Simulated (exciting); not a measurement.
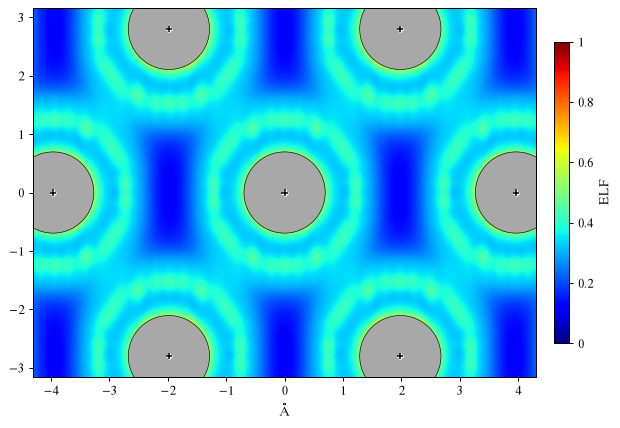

The electron localisation function on a plane through atoms (crosses mark nuclei in the plane; grey discs cover the cores).

Computed with exciting sodium, Kohn-Sham DFT of a periodic cell, PBE, all-electron LAPW+lo, shipped species files.

Candidates:
A. Mo, a = 3.17 Å, b = 3.17 Å, c = 3.17 Å, α = 90.00°, β = 90.00°, γ = 90.00°. Space group Im-3m; a structure from a database of computed crystals, not necessarily the ambient phase.
B. Bi, a = 3.96 Å, b = 3.96 Å, c = 3.96 Å, α = 90.00°, β = 90.00°, γ = 90.00°. Space group Im-3m; a structure from a database of computed crystals, not necessarily the ambient phase.
C. WC, a = 2.91 Å, b = 2.91 Å, c = 2.84 Å, α = 90.00°, β = 90.00°, γ = 120.00°. Space group P-6m2.

### Which candidate gave the map?

Candidate B: Bi on the (110) plane of the conventional cell, which holds Bi. Bi–Bi (3.43 Å): the ELF is about 0.35 at the midpoint.
